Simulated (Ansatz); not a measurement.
# Single-point calculation, with input and output: TlBr

- system: TlBr (2 atoms in the cell)
- method: DFT r2SCAN, scalar-relativistic, plane waves, PAW, no spin polarisation (Ansatz 0.2.0)

It belongs to a series of runs on one base structure; here: volume × 1.040.

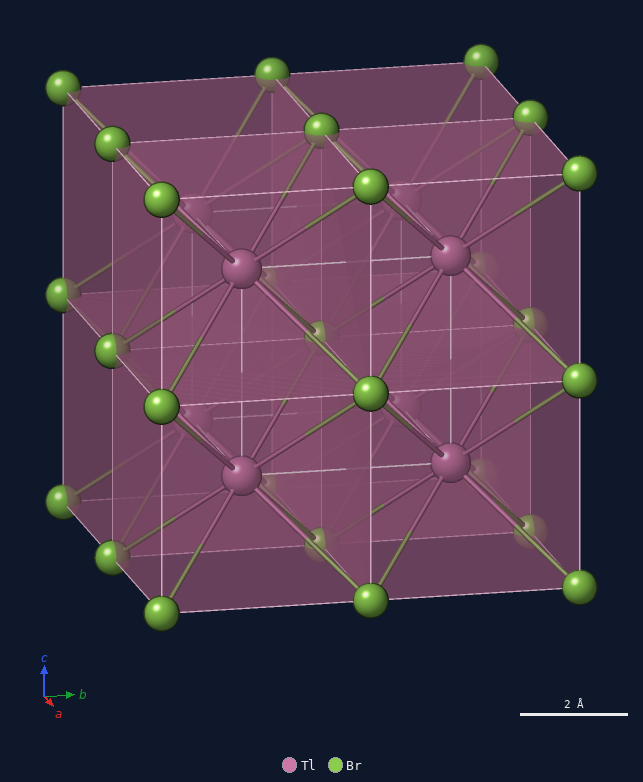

*The structure as given in the input (polyhedral view of the cell of the calculation, seen slightly off an axis; polyhedra are completed across the faces of the cell). An atom can appear more than once, as a periodic image.*

Key numbers

| quantity | value |
| --- | --- |
| outcome | converged |
| space group (tolerance 0.01 Å) | Pm-3m (221) |
| electrons treated | 20 |
| free energy | −14253.3787 eV |
| Fermi energy | 5.376 eV |
| gap on the k-point mesh | 2.42 eV |
| pressure | −0.86 GPa |
| largest force (length of the vector) | under 0.001 eV/Å |
| hardware | 4 threads of Intel Xeon (Sapphire Rapids), 32 GiB of memory available, shared host |
| wall time | 0.99 s (CPU time 2.9 s) |
| peak memory | 0.47 GiB |

Notes

Spin–orbit coupling is left out, which matters for Tl.

Input
```yaml
crystal:
  lattice:
    - [4.048937524, 0.0, 0.0]
    - [0.0, 4.048937524, 0.0]
    - [0.0, 0.0, 4.048937524]
  atoms:
    - { symbol: Tl, position: [0.0, 0.0, 0.0] }
    - { symbol: Br, position: [0.5, 0.5, 0.5] }
basis:
  ecutwfc: 500
  ecutrho_ratio: 4
kpoints:
  mp_grid: { grid: [6, 6, 6] }
hamiltonian:
  xc: r2scan
scf:
  occupations: { method: gaussian, width: 0.05 }
output:
  forces: true
  stress: true
  eigenvalues: true
  write_density: true
  write_potential: true
  elf: true
  volumetric_format: npy
```

Command:
```bash
ansatz run input.yaml --threads 4 --pin off --max-ram 7168MiB --backend cpu --events-out ev --progress --plain --runs-dir out
```

The program's output
```
Engine: ansatz 0.2.0, x86_64-unknown-linux-gnu
Pseudopotentials: kind: paw
Pseudopotential: Tl, paw, valence charge 13, recommended cutoff 500 eV (meta_gga), Tl.paw.azcp
Pseudopotential: Br, paw, valence charge 7, recommended cutoff 500 eV (meta_gga), Br.paw.azcp
Functional definition: r2SCAN
  parameter k0 = 0.174
  parameter k1 = 0.065
  parameter a1 = 4.9479
  exchange = r2scan_x(k0 = k0, k1 = k1, a1 = a1)
  correlation = r2scan_c
Crystal: 2 atoms, lattice volume = 66.378 Å³
Basis set: ecut = 500 eV, 1743 PW (Γ), exchange–correlation on 120×120×120 points (64 copies of the dense FFT grid, shifted against one another)
Bands: 14, of which v1, the nominal top of the filled ones, is band 10 counted from 1 (9 counted from 0)
Symmetry: 48 space group operations
Space group: Pm-3m (ITA 221), of the structure as read, at distance tolerance 4.0e-5 Å
k-points: 20 of 216
Non-local potential: Tl, projectors of the file, l = 0: 2, l = 1: 2, l = 2: 2, l = 3: 1
Non-local potential: Br, projectors of the file, l = 0: 2, l = 1: 2, l = 2: 2
PAW form: soft (Blöchl's): semilocal exchange-correlation on the pseudo side does not see the compensation charge
PAW frozen core: Tl, regenerated for the run's functional (the file was generated under x = pbe(κ = 0.804, μ = 0.2195149727645171), c = pbe(β = 0.06672455060314922))
PAW frozen core: Br, regenerated for the run's functional (the file was generated under x = pbe(κ = 0.804, μ = 0.2195149727645171), c = pbe(β = 0.06672455060314922))
PAW one-centre angular grid: Tl, 590 points (default); XC on 160 Gauss nodes
PAW one-centre angular grid: Br, 302 points (default); XC on 160 Gauss nodes
Initial density: superposition of atomic densities (neutral atoms: chi_scale 0, normalization atom), corrected by the library's trained network
Initial wavefunctions: pseudopotential atomic-orbital guess
Functional: x = r2scan, c = r2scan; τ floored in thin density (d = 2e-4 eV/Å³)
SCF iter   1: F=—  HF=-14253.385283 eV  |F-HF|=—  |Δ(HF+E_count)|=         —  Δρ=5.81e-3  dr2=2.30e-2  dr2_τ=3.82e-3  ethr=1.77e-3  ⟨swp⟩=6.5  Hψ=1693  notcnv=0
preconditioner: auto → Resta (q_TF=auto, 2.234 Å⁻¹)  ε∞=3.2  [insulator: Δε(μ)=2.470 eV  Ē_g=13.719 eV  σ=0.050 eV  W_gap=1.00  n_scr=18 (ndim 8)  ℏωp=20.4 eV  f_vac=0.000  D(μ)=0.00/eV (n_scr^D=0)  ε∞_Penn≈3.2]
SCF iter   2: F=—  HF=-14253.378956 eV  |F-HF|=—  |Δ(HF+E_count)|=   6.33e-3  Δρ=1.87e-3  dr2=2.38e-3  dr2_τ=3.41e-4  ethr=1.15e-4  ⟨swp⟩=2.1  Hψ=682  notcnv=0
SCF iter   3: F=—  HF=-14253.378614 eV  |F-HF|=—  |Δ(HF+E_count)|=   3.42e-4  Δρ=4.01e-4  dr2=1.72e-4  dr2_τ=2.77e-6  ethr=1.19e-5  ⟨swp⟩=2.0  Hψ=382  notcnv=0
SCF iter   4: F=—  HF=-14253.378651 eV  |F-HF|=—  |Δ(HF+E_count)|=   3.66e-5  Δρ=1.62e-4  dr2=1.91e-5  dr2_τ=2.97e-6  ethr=8.58e-7  ⟨swp⟩=2.0  Hψ=420  notcnv=0
SCF iter   5: F=—  HF=-14253.378654 eV  |F-HF|=—  |Δ(HF+E_count)|=   3.53e-6  Δρ=5.49e-5  dr2=2.57e-6  dr2_τ=6.92e-8  ethr=9.57e-8  ⟨swp⟩=2.5  Hψ=449  notcnv=0
SCF iter   6: F=-14253.378654 eV  HF=-14253.378654 eV  |F-HF|=2.34e-9  |Δ(HF+E_count)|=   2.08e-7  Δρ=7.11e-6  dr2=3.51e-8  dr2_τ=3.37e-9  ethr=5.00e-10  ⟨swp⟩=7.1  Hψ=2065  notcnv=0
SCF 1 converged in 6 iterations: F = -14253.378654 eV  dr2 = 3.51e-8
  greatest PAW one-centre occupation: 0.965 electrons in one spin orbital (limit 2), on the Tl atom at site 0 (counted from 0), in its partial waves of l = 2
```

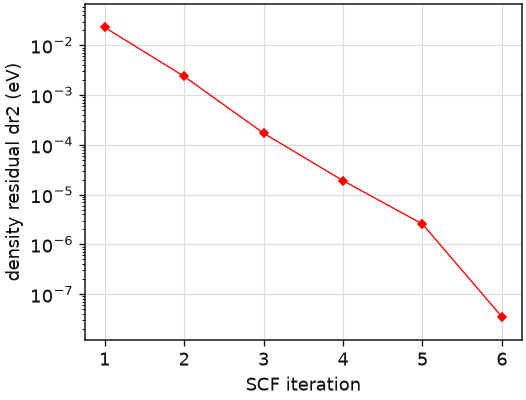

*Convergence of the self-consistent field: density residual dr2 against the SCF iteration.*

The residual falls at every step.

```
SCF converged after 6 iterations
Free energy (F): -14253.378654 eV
Harris-Foulkes:  -14253.378654 eV  (|F-HF|=2.34e-9)
Internal energy: -14253.378654 eV  (E = F + TS)
E sigma→0 (E₀):  -14253.378654 eV
Fermi energy:    5.375784 eV
--- Per-component energies (eV) ---
  E_band       = -63.308490
  E_kinetic    = 465.497149
  E_local      = -1261.118945  (includes V_loc(G=0)·N_el)
  E_nonlocal   = 387.969744
  E_hartree    = 442.100584
  E_xc         = -469.867883
  E_vxc        = -271.564374  (∫ρ·V_xc dr)
  E_paw        = -12459.436484  (= ΣΔE_a)
  E_vpaw       = -286.180150  (= ΣTr[D̂ρ^β])
  E_aug_tail   = 0.000018  (compensation charges beyond the density's cutoff)
  E_vtau       = 17.890820  (kinetic-family band-sum trace: ∫τ·v_τ [+ j·A + Jᵃ·Aᵃ] dr)
  E_ewald      = -1359.404405
  E_core_change = 0.881567  (= ΣΔE_core)
  E_smearing   = -0.000000  (= −TS)
  E_closure    = -0.000000  (closes the sum)
  Σ components = -14253.378654   (vs F -14253.378654, Δ=0.00e0)
--- Forces (eV/Å), atoms counted from 1 ---
  atom   1  Tl    -0.00000000    -0.00000000     0.00000000
  atom   2  Br     0.00000000     0.00000000    -0.00000000
  max |Σ_I F_I| component: 1.02e-30 eV/Å
--- Stress (GPa, compression-positive) ---
       -0.864282       0.000000       0.000000
        0.000000      -0.864282       0.000000
        0.000000       0.000000      -0.864282
  P = ⅓ Tr σ = -0.8643 GPa (-8.643 kbar)
--- Band table (eV; the first three rows and the last of 20) ---
  k-point 0: bands = ["-9.7553", "-6.2275", "-6.2275", "-6.0709", "-6.0709", "-6.0709", "-0.2999", "3.0289", "3.0289", "3.0289", "11.7170", "11.7170", "11.7170", "11.8361"]
  k-point 1: bands = ["-9.7061", "-6.2255", "-6.1990", "-6.0832", "-6.0832", "-6.0698", "-0.5074", "3.1307", "3.1307", "3.1785", "9.7722", "11.3850", "11.3850", "12.0169"]
  k-point 2: bands = ["-9.6037", "-6.2216", "-6.1433", "-6.1076", "-6.1076", "-6.0676", "-0.9136", "3.3494", "3.3494", "3.6835", "7.6578", "10.7282", "10.7282", "12.5098"]
  k-point 19: bands = ["-9.2809", "-6.1780", "-6.1780", "-6.1780", "-6.0326", "-6.0326", "1.4277", "2.4189", "2.4189", "2.4189", "6.8764", "6.8764", "6.8764", "17.5715"]
```

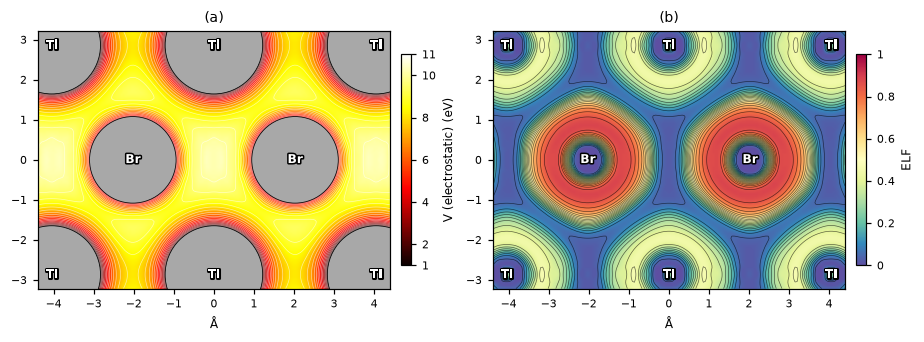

*(a) electrostatic potential (local pseudopotential plus Hartree) felt by an electron; (b) ELF on the (101) plane of the conventional cell. Grey discs, where drawn, cover atomic cores.*

The section cuts through Tl and Br sites. Outside the cores the potential energy rises away from the atoms and is highest about 1.9 Å from the nearest atoms; outside the discs it spans about 8 eV, and its zero is arbitrary. In a PAW calculation such maps are meaningful between the atoms, not at the nuclei.

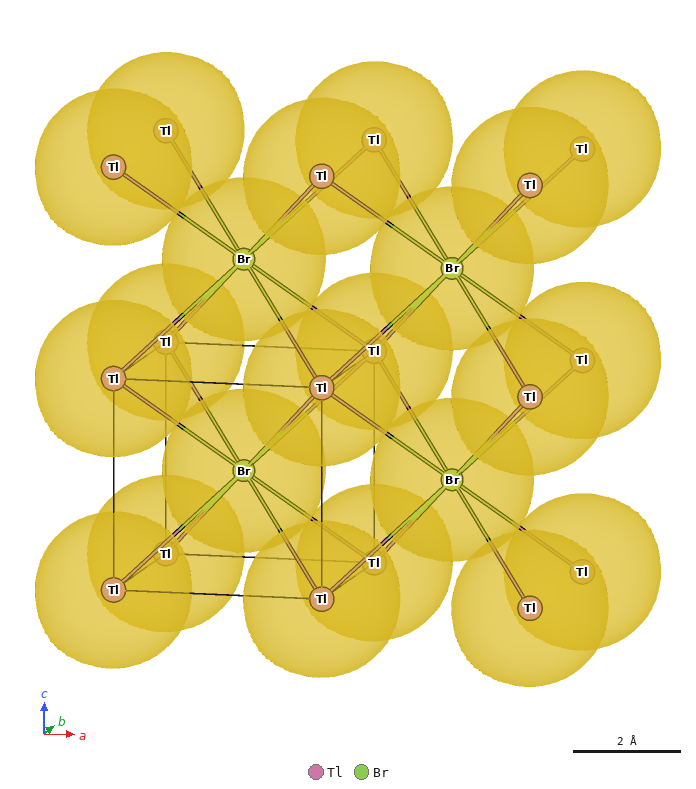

*Isosurface of the valence pseudo-density at 0.1 e/Å³ (yellow), seen slightly off an axis. Sticks mark near contacts. The outline is the cell set on symmetry axes.*

At this value the density breaks into separate islands; it holds about 90 % of the electrons treated as valence (semicore included). It is pinched off along the Tl–Br (3.51 Å) contacts. On the grid the lowest density along these lines, outside the cores, is 0.08 e/Å³ (Tl–Br, 3.51 Å).

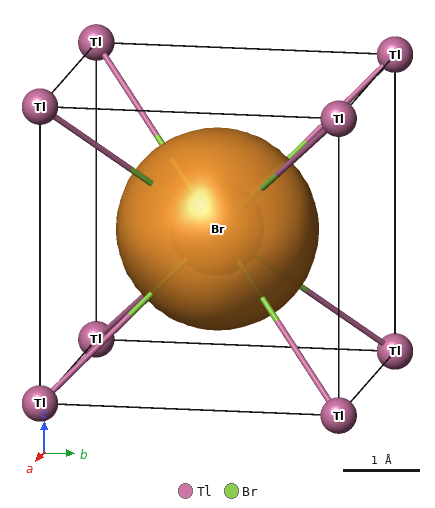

*Isosurface of the ELF at 0.7 (orange), seen slightly off an axis. Only the valence region is drawn (cores and ρ < 0.01 e/Å³ removed). Sticks mark near contacts. The outline is the cell set on symmetry axes.*

Values along the shortest contacts:
